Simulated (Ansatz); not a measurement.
**Pb: 7 runs along one coordinate**

System: Pb (2 atoms in the cell).
Method: DFT PBE, scalar-relativistic, plane waves, PAW, no spin polarisation (Ansatz 0.2.0).

The 7 runs differ only in the geometry, by an even scaling of the cell at fixed fractional positions. The structure derives from a Materials Project entry.

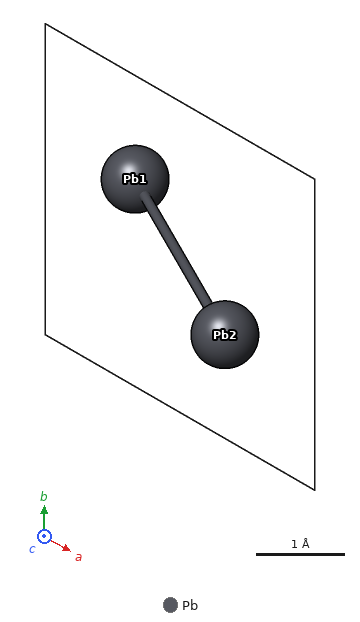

Figure 1. The structure of run 4 (ball-and-stick view of the cell of the calculation, along the c axis; atoms are numbered from 1 in the order of the input).

**Input of run 4**
```yaml
crystal:
  lattice:
    - [3.546500558, 0.0, 0.0]
    - [-1.773250279, 3.0713595778, 0.0]
    - [0.0, 0.0, 5.8461328601]
  atoms:
    - { symbol: Pb, position: [0.3333333333, 0.6666666667, 0.25] }
    - { symbol: Pb, position: [0.6666666667, 0.3333333333, 0.75] }
basis:
  ecutwfc: 420
kpoints:
  mp_grid: { grid: [15, 15, 8] }
hamiltonian:
  xc: pbe
scf:
  occupations: { method: gaussian, width: 0.1 }
output:
  forces: true
  stress: true
  eigenvalues: true
```

Command:
```bash
ansatz run input.yaml --threads 1 --pin off --max-ram 1331MiB --backend cpu --events-out ev --progress --plain --runs-dir out
```

Run 3 differs from it as follows:
```diff
-    - [3.546500558, 0.0, 0.0]
-    - [-1.773250279, 3.0713595778, 0.0]
-    - [0.0, 0.0, 5.8461328601]
+    - [3.5110355524, 0.0, 0.0]
+    - [-1.7555177762, 3.040645982, 0.0]
+    - [0.0, 0.0, 5.7876715315]
```

**Results, with one run withheld**

```tsv
run	volume per atom (Å³)	free energy per atom, from the lowest run given (meV)	pressure (GPa)
1	29.059	36.55	4.60
2	29.967	15.61	2.84
3	30.894	?	?
4	31.840	0.00	0.00
5	32.805	3.50	−1.13
6	33.789	13.46	−2.09
7	34.792	29.18	−2.90
```

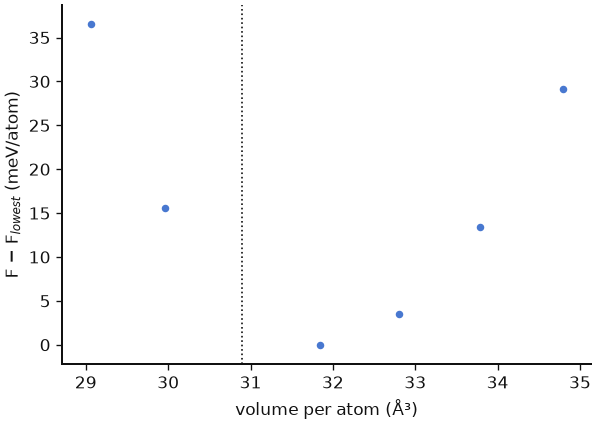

Figure 2. Free energy per atom of the runs given; the dotted line marks run 3.

Estimate the energy of run 3 from the others.

A cubic polynomial in V^(−2/3) (the Birch–Murnaghan form), fitted to the 6 runs given, misses them by under 0.01 meV per atom. With x = V^(−2/3) − 0.09935 Å⁻², it reads F = 0.033596 − 362.01 x + 9.1112e+05 x² + 3.59e+06 x³ (meV per atom). At run 3 it gives 3.75 meV per atom, and the run itself gives 3.75. The slope of the fit gives a pressure −dF/dV of 1.31 GPa there, and the run prints 1.31 GPa. The fit has its minimum at 31.838 Å³ per atom, where V d²F/dV² gives 40.5 GPa. Cell shape and fractional positions are held, so this is the stiffness under even scaling; the relaxed bulk modulus wasn't computed.

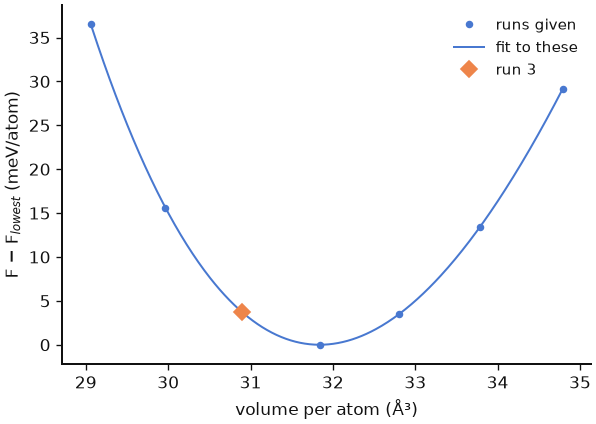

Figure 3. The fit and the withheld run.

**Output, shortened to warnings, some set-up lines, iterations and results (run 3)**
```
Basis set: ecut = 420 eV, 1189 PW (Γ), exchange–correlation on 48×48×80 points (8 copies of the dense FFT grid, shifted against one another)
Symmetry: 24 space group operations
k-points: 135 of 1800
Initial density: superposition of atomic densities (neutral atoms: chi_scale 0, normalization atom), corrected by the library's trained network
[...]
SCF iter   1: F=—  HF=-23812.805701 eV  |F-HF|=—  |Δ(HF+E_count)|=         —  Δρ=6.62e-4  dr2=2.37e-4  ethr=1.77e-3  ⟨swp⟩=5.9  Hψ=11184  notcnv=0
SCF iter   2: F=—  HF=-23812.804155 eV  |F-HF|=—  |Δ(HF+E_count)|=   1.55e-3  Δρ=4.99e-4  dr2=1.38e-4  ethr=8.45e-7  ⟨swp⟩=2.4  Hψ=5501  notcnv=0
SCF iter   3: F=—  HF=-23812.804191 eV  |F-HF|=—  |Δ(HF+E_count)|=   3.62e-5  Δρ=2.16e-4  dr2=3.10e-5  ethr=4.91e-7  ⟨swp⟩=2.8  Hψ=4234  notcnv=0
SCF iter   4: F=—  HF=-23812.804192 eV  |F-HF|=—  |Δ(HF+E_count)|=   1.18e-6  Δρ=1.07e-4  dr2=4.79e-6  ethr=1.11e-7  ⟨swp⟩=2.0  Hψ=4241  notcnv=0
SCF iter   5: F=—  HF=-23812.804191 eV  |F-HF|=—  |Δ(HF+E_count)|=   1.45e-6  Δρ=4.07e-5  dr2=8.12e-7  ethr=1.71e-8  ⟨swp⟩=2.9  Hψ=4364  notcnv=0
SCF iter   6: F=—  HF=-23812.804190 eV  |F-HF|=—  |Δ(HF+E_count)|=   3.38e-7  Δρ=1.51e-5  dr2=1.28e-7  ethr=2.90e-9  ⟨swp⟩=2.3  Hψ=3797  notcnv=0
SCF iter   7: F=-23812.804190 eV  HF=-23812.804190 eV  |F-HF|=6.35e-9  |Δ(HF+E_count)|=   5.37e-8  Δρ=3.77e-6  dr2=7.93e-9  ethr=3.57e-10  ⟨swp⟩=5.7  Hψ=10515  notcnv=0
SCF 1 converged in 7 iterations: F = -23812.804190 eV  dr2 = 7.93e-9
SCF converged after 7 iterations
Free energy (F): -23812.804190 eV
Harris-Foulkes:  -23812.804190 eV  (|F-HF|=6.35e-9)
Internal energy: -23812.800837 eV  (E = F + TS)
E sigma→0 (E₀):  -23812.802514 eV
Entropy (-TS):   -0.003353 eV (-1.677 meV/atom)
Fermi energy:    10.650023 eV
--- Per-component energies (eV) ---
  E_band       = -80.901101
  E_kinetic    = 577.610423
  E_local      = -2055.044229  (includes V_loc(G=0)·N_el)
  E_nonlocal   = 699.110315
  E_hartree    = 815.891991
  E_xc         = -441.473750
  E_vxc        = -264.883305  (∫ρ·V_xc dr)
  E_paw        = -20811.119689  (= ΣΔE_a)
  E_vpaw       = -669.473377  (= ΣTr[D̂ρ^β])
  E_aug_tail   = 0.000094  (compensation charges beyond the density's cutoff)
  E_ewald      = -2597.775993
  E_smearing   = -0.003353  (= −TS)
  E_closure    = -0.000000  (closes the sum)
  Σ components = -23812.804190   (vs F -23812.804190, Δ=0.00e0)
--- Forces (eV/Å), atoms counted from 1 ---
  atom   1  Pb     0.00000000    -0.00000000     0.00000000
  atom   2  Pb    -0.00000000     0.00000000     0.00000000
  max |Σ_I F_I| component: 0.00e0 eV/Å
--- Stress (GPa, compression-positive) ---
        1.311802       0.000000       0.000000
       -0.000000       1.311802       0.000000
        0.000000       0.000000       1.304017
  P = ⅓ Tr σ = 1.3092 GPa (13.092 kbar)
```

Notes: Spin–orbit coupling is left out, which matters for Pb.
